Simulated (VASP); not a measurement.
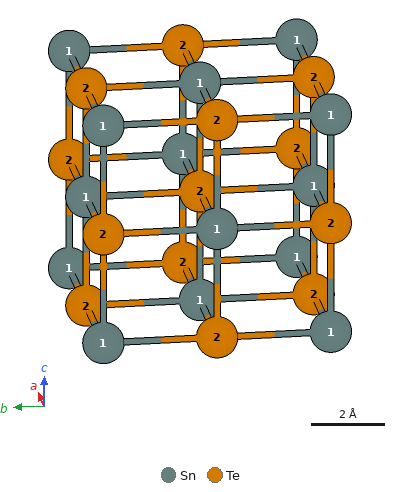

Figure 1. The structure as given in the input (ball-and-stick view of the cell 4 times as large as that of the calculation, set on its symmetry axes, seen at an oblique angle; atoms are numbered from 1 in the order of the input). An atom can appear more than once, as a periodic image. Near neighbours in the periodic cell (some may lie outside the picture): Sn has 6 Te at 3.15 Å; Te has 6 Sn at 3.15 Å.

SnTe: geometry relaxation (part 1 of 2)

The run: geometry relaxation of SnTe (Fm-3m, 2 atoms in the cell). Method and program: Kohn-Sham DFT of a periodic cell, PBE, VASP PAW PBE potentials, recommended, no spin polarisation (VASP 6.6.1).

The structure derives from an entry of the Crystallography Open Database.

### OSZICAR
```
N       E                     dE             d eps       ncg     rms          rms(c)
DAV:   1     0.126798207547E+03    0.12680E+03   -0.98153E+03   448   0.162E+03
DAV:   2     0.418961903991E+01   -0.12261E+03   -0.12079E+03   448   0.395E+02
DAV:   3    -0.728174827411E+01   -0.11471E+02   -0.11424E+02   592   0.102E+02
DAV:   4    -0.758161778563E+01   -0.29987E+00   -0.29974E+00   518   0.177E+01
DAV:   5    -0.759293377392E+01   -0.11316E-01   -0.11316E-01   654   0.346E+00    0.516E+00
DAV:   6    -0.754128338272E+01    0.51650E-01   -0.12676E-01   586   0.283E+00    0.324E+00
DAV:   7    -0.754236301063E+01   -0.10796E-02   -0.54917E-02   552   0.143E+00    0.752E-01
DAV:   8    -0.754222708914E+01    0.13592E-03   -0.79375E-03   538   0.846E-01    0.192E-01
DAV:   9    -0.754236071577E+01   -0.13363E-03   -0.52751E-04   558   0.266E-01    0.406E-02
DAV:  10    -0.754235942537E+01    0.12904E-05   -0.68406E-05   546   0.883E-02    0.176E-02
DAV:  11    -0.754236379962E+01   -0.43742E-05   -0.37203E-05   472   0.607E-02    0.188E-02
DAV:  12    -0.754236317973E+01    0.61989E-06   -0.43276E-06   544   0.213E-02    0.719E-03
DAV:  13    -0.754236255087E+01    0.62885E-06   -0.17748E-06   526   0.126E-02    0.126E-02
DAV:  14    -0.754236279337E+01   -0.24250E-06   -0.27260E-07   398   0.379E-03    0.332E-03
DAV:  15    -0.754236287409E+01   -0.80724E-07   -0.25186E-08   242   0.109E-03
   1 F= -.75423629E+01 E0= -.75423623E+01  d E =-.754236E+01
       N       E                     dE             d eps       ncg     rms          rms(c)
DAV:   1    -0.817657285867E+01   -0.63421E+00   -0.14935E+01   550   0.672E+01    0.453E+00
DAV:   2    -0.769304822436E+01    0.48352E+00   -0.79596E-01   544   0.148E+01    0.191E+00
DAV:   3    -0.756820100124E+01    0.12485E+00   -0.39432E-01   566   0.946E+00    0.420E-01
DAV:   4    -0.756533692757E+01    0.28641E-02   -0.99217E-03   448   0.104E+00    0.428E-01
DAV:   5    -0.756330180832E+01    0.20351E-02   -0.17484E-03   632   0.351E-01    0.763E-02
DAV:   6    -0.756324856564E+01    0.53243E-04   -0.26430E-04   544   0.275E-01    0.180E-02
DAV:   7    -0.756324900939E+01   -0.44376E-06   -0.98012E-06   460   0.336E-02    0.459E-03
DAV:   8    -0.756324979401E+01   -0.78462E-06   -0.12732E-06   454   0.103E-02    0.343E-03
DAV:   9    -0.756325079264E+01   -0.99862E-06   -0.10228E-06   520   0.147E-02    0.128E-03
DAV:  10    -0.756325073534E+01    0.57297E-07   -0.78614E-08   326   0.392E-03
   2 F= -.75632507E+01 E0= -.75632464E+01  d E =-.208879E-01
       N       E                     dE             d eps       ncg     rms          rms(c)
DAV:   1    -0.757974100563E+01   -0.16490E-01   -0.35672E-01   538   0.951E+00    0.737E-01
DAV:   2    -0.756700421207E+01    0.12737E-01   -0.21839E-02   544   0.247E+00    0.307E-01
DAV:   3    -0.756397561060E+01    0.30286E-02   -0.88661E-03   558   0.144E+00    0.629E-02
DAV:   4    -0.756388824516E+01    0.87365E-04   -0.24096E-04   552   0.152E-01    0.519E-02
DAV:   5    -0.756385381130E+01    0.34434E-04   -0.30402E-05   596   0.484E-02    0.144E-02
DAV:   6    -0.756385372441E+01    0.86881E-07   -0.20885E-06   544   0.220E-02    0.348E-03
DAV:   7    -0.756385364646E+01    0.77951E-07   -0.15312E-07   294   0.420E-03
   3 F= -.75638536E+01 E0= -.75638149E+01  d E =-.214908E-01
       N       E                     dE             d eps       ncg     rms          rms(c)
DAV:   1    -0.756406683603E+01   -0.21311E-03   -0.45632E-03   538   0.109E+00    0.818E-02
DAV:   2    -0.756390888955E+01    0.15795E-03   -0.27154E-04   544   0.276E-01    0.344E-02
DAV:   3    -0.756386887246E+01    0.40017E-04   -0.11916E-04   558   0.167E-01    0.708E-03
DAV:   4    -0.756386668688E+01    0.21856E-05   -0.30808E-06   472   0.182E-02    0.651E-03
DAV:   5    -0.756386502879E+01    0.16581E-05   -0.50766E-07   550   0.561E-03    0.157E-03
DAV:   6    -0.756386496385E+01    0.64931E-07   -0.56550E-08   224   0.422E-03
   4 F= -.75638650E+01 E0= -.75638333E+01  d E =-.215021E-01
```

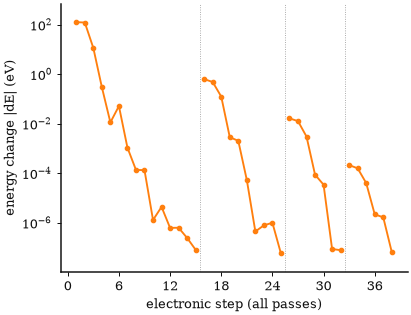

Figure 2. Convergence of the self-consistent field: energy change |dE| against the electronic step. Each stretch between dotted lines is the SCF of one geometry step of a relaxation. The 4 ionic steps take 6 to 15 electronic steps each. The density is held fixed in the first few steps, and dE rises again when its update begins.

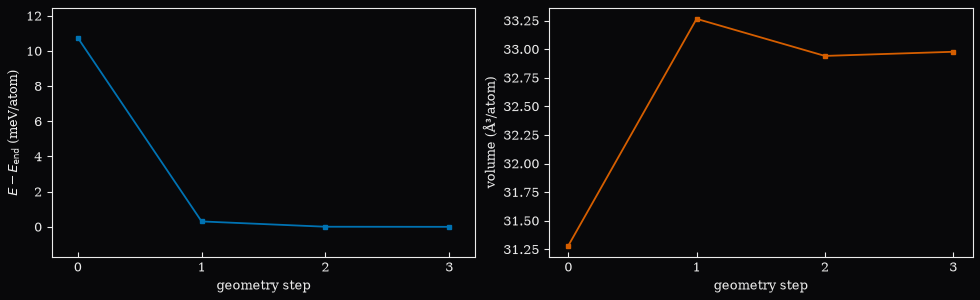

Figure 3. Progress of the relaxation, step by step (steps are counted from 0).

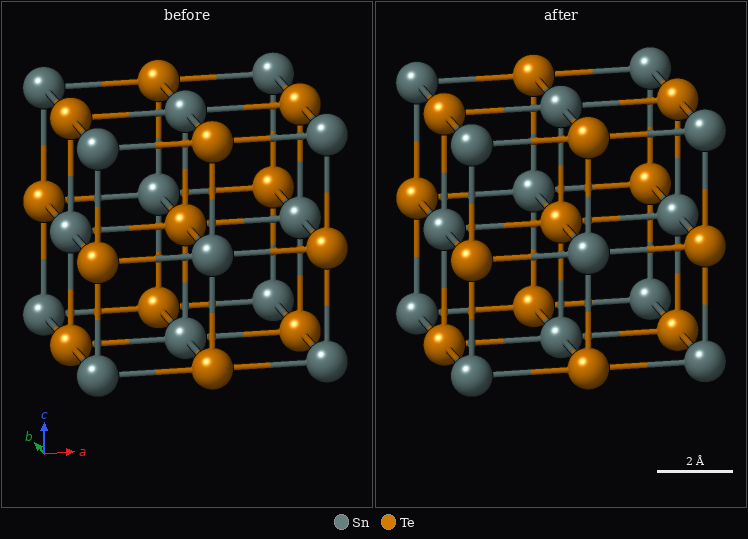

Figure 4. Before (left) and after (right) the relaxation, at one scale (ball-and-stick view of the cell 4 times as large as that of the calculation, set on its symmetry axes, seen slightly off an axis). After 3 geometry steps the energy has fallen by 10.8 meV per atom. All forces vanish by symmetry, so only the cell relaxes. The atoms keep their places relative to the cell (all moves are under 0.005 Å). Cell: a = b = c 6.302 → 6.414 Å (+1.8 %). Volume +5.4 %. Distances before and after: Sn1–Te2 3.151 → 3.207 Å. The space group stays Fm-3m (No. 225). (Atoms are counted from 1 in the order of the input.)

### Parts of OUTCAR
```
SYSTEM = SnTe
   PREC = Accurate
   ENCUT = 520
   EDIFF = 1E-7
   ISMEAR = 0
   LREAL = .FALSE.
   LASPH = .TRUE.
   NELM = 60
   ISIF = 3
   GGA = PE
   IBRION = 2
   NSW = 80
   EDIFFG = -0.002

 ion  position               nearest neighbor table
   1  0.000  0.000  0.000-   2 3.15   2 3.15   2 3.15   2 3.15   2 3.15   2 3.15
   2  0.500  0.500  0.500-   1 3.15   1 3.15   1 3.15   1 3.15   1 3.15   1 3.15

  LATTYP: Found a face centered cubic cell.
 ALAT       =     6.3017000000

  Lattice vectors:

 A1 = (   0.0000000000,   3.1508500000,   3.1508500000)
 A2 = (   3.1508500000,   0.0000000000,   3.1508500000)
 A3 = (   3.1508500000,   3.1508500000,   0.0000000000)

Analysis of symmetry for initial positions (statically):
=====================================================================
 Subroutine PRICEL returns:
 Original cell was already a primitive cell.

 Routine SETGRP: Setting up the symmetry group for a
 face centered cubic supercell.

 Subroutine GETGRP returns: Found 48 space group operations
 (whereof 48 operations were pure point group operations)
 out of a pool of 48 trial point group operations.

The static configuration has the point symmetry O_h .

Analysis of symmetry for dynamics (positions and initial velocities):
=====================================================================
 Subroutine PRICEL returns:
 Original cell was already a primitive cell.

 Routine SETGRP: Setting up the symmetry group for a
 face centered cubic supercell.

 Subroutine GETGRP returns: Found 48 space group operations
 (whereof 48 operations were pure point group operations)
 out of a pool of 48 trial point group operations.

The dynamic configuration has the point symmetry O_h .

 Subroutine INISYM returns: Found 48 space group operations
 (whereof 48 operations are pure point group operations),
 and found     1 'primitive' translations

----------------------------------------------------------------------------------------

                                     Primitive cell

  volume of cell :      62.5624

  direct lattice vectors                    reciprocal lattice vectors
     0.000000000  3.150850000  3.150850000    -0.158687338  0.158687338  0.158687338
     3.150850000  0.000000000  3.150850000     0.158687338 -0.158687338  0.158687338
     3.150850000  3.150850000  0.000000000     0.158687338  0.158687338 -0.158687338

  length of vectors
     4.455974803  4.455974803  4.455974803     0.274854533  0.274854533  0.274854533

  position of ions in fractional coordinates (direct lattice)
     0.000000000  0.000000000  0.000000000
     0.500000000  0.500000000  0.500000000

  ion indices of the primitive-cell ions
   primitive index   ion index
                 1           1
                 2           2

----------------------------------------------------------------------------------------

 KPOINTS: Automatic mesh

Automatic generation of k-mesh.
 Grid dimensions read from file:
 generate k-points for:    6    6    6

 Generating k-lattice:

  Cartesian coordinates                     Fractional coordinates (reciprocal lattice)
    -0.026447890  0.026447890  0.026447890     0.166666667  0.000000000  0.000000000
     0.026447890 -0.026447890  0.026447890     0.000000000  0.166666667  0.000000000
     0.026447890  0.026447890 -0.026447890     0.000000000  0.000000000  0.166666667

  Length of vectors
     0.045809089  0.045809089  0.045809089

  Shift w.r.t. Gamma in fractional coordinates (k-lattice)
     0.000000000  0.000000000  0.000000000

 Subroutine IBZKPT returns following result:
 ===========================================

 Found     16 irreducible k-points:

 Following reciprocal coordinates:
            Coordinates               Weight
  0.000000  0.000000  0.000000      1.000000
  0.166667  0.000000  0.000000      8.000000
  0.333333  0.000000  0.000000      8.000000
  0.500000  0.000000  0.000000      4.000000
  0.166667  0.166667  0.000000      6.000000
  0.333333  0.166667  0.000000     24.000000
  0.500000  0.166667  0.000000     24.000000
 -0.333333  0.166667  0.000000     24.000000
 -0.166667  0.166667  0.000000     12.000000
  0.333333  0.333333  0.000000      6.000000
  0.500000  0.333333  0.000000     24.000000
 -0.333333  0.333333  0.000000     12.000000
  0.500000  0.500000  0.000000      3.000000
  0.500000  0.333333  0.166667     24.000000
 -0.333333  0.333333  0.166667     24.000000
 -0.333333  0.500000  0.166667     12.000000
   k-points           NKPTS =     16   k-points in BZ     NKDIM =     16   number of bands    NBANDS=     14
   number of dos      NEDOS =    301   number of ions     NIONS =      2
   total plane-waves  NPLWV =  46656
   dimension x,y,z NGX =    36 NGY =   36 NGZ =   36
   dimension x,y,z NGXF=    72 NGYF=   72 NGZF=   72
   ions per type =               1   1
   NGX,Y,Z   is equivalent  to a cutoff of  13.43, 13.43, 13.43 a.u.
   NGXF,Y,Z  is equivalent  to a cutoff of  26.86, 26.86, 26.86 a.u.
 SYSTEM =  SnTe
   PREC   = accura    normal or accurate (medium, high low for compatibility)
   ISTART =      0    job   : 0-new  1-cont  2-samecut
   ICHARG =      2    charge: 1-file 2-atom 10-const
   ISPIN  =      1    spin polarized calculation?
   LNONCOLLINEAR =      F non collinear calculations
   LSORBIT =      F    spin-orbit coupling
   LASPH  =      T    aspherical Exc in radial PAW
   ENCUT  =  520.0 eV  38.22 Ry    6.18 a.u.   8.29  8.29  8.29*2*pi/ulx,y,z
   NELM   =     60;   NELMIN=  2; NELMDL= -5     # of ELM steps
   EDIFF  = 0.1E-06   stopping-criterion for ELM
   LREAL  =      F    real-space projection
   EDIFFG = -.2E-02   stopping-criterion for IOM
   NSW    =     80    number of steps for IOM
   IBRION =      2    ionic relax: 0-MD 1-quasi-New 2-CG
   NFREE  =      1    steps in history (QN), initial steepest desc. (CG)
   ISIF   =      3    stress and relaxation
   ISYM   =      2    0-nonsym 1-usesym 2-fastsym
   POTIM  = 0.5000    time-step for ionic-motion
   TEBEG  =    0.0;   TEEND  =   0.0 temperature during run
   PSTRESS=    0.0 pullay stress
   NELECT =      20.0000    total number of electrons
   NUPDOWN=      -1.0000    fix difference up-down
   EMIN   =  10.00;   EMAX   =-10.00  energy-range for DOS
   EFERMI =   0.00;   METHOD = LEGACY
   ISMEAR =     0;   SIGMA  =   0.02  broadening in eV -4-tet -1-fermi 0-gaus
   EFERMI_NEDOS =   21; number of points for ismear=-14 and -15
   IALGO  =     38    algorithm
   IMIX   =      4    mixing-type and parameters
     AMIX     =   0.40;   BMIX     =  1.00
     AMIX_MAG =   1.60;   BMIX_MAG =  1.00
  volume/ion in A,a.u.               =      31.28       211.10
  Fermi-wavevector in a.u.,A,eV,Ry     =   1.119387  2.115336 17.048485  1.253028
  Thomas-Fermi vector in A             =   2.256026
   LORBIT       =      0    0 simple, 1 ext, 2 COOP (PROOUT), +10 PAW based schemes
   GGA     = PE    functional components
   LHFCALC =     F    Hartree Fock is set to
   AEXX    =    0.0000 exact exchange contribution
   IVDW    =     0    specifies the selected vdW correction
   LEPSILON=     F    determine dielectric tensor
   LRPA    =     F    only Hartree local field effects (RPA)
 conjugate gradient relaxation of ions
 non-spin polarized calculation
 Gauss-broadening in eV      SIGMA  =   0.02
  energy-cutoff  :      520.00
  volume of cell :       62.56
 maximum number of plane-waves:      1700
 NGX is ok and might be reduce to    36
   NGX = 17   NGY = 17   NGZ = 17

--------------------------------------- Ionic step        1  -------------------------------------------

 number of electron      19.9999998 magnetization

 Free energy of the ion-electron system (eV)
  ---------------------------------------------------
  ext. energy  EPLUGINS =         0.00000000
  ---------------------------------------------------
  free energy    TOTEN  =        -7.54236287 eV

  energy without entropy =       -7.54236167  energy(sigma->0) =       -7.54236227

------------------------ aborting loop because EDIFF is reached ----------------------------------------
```
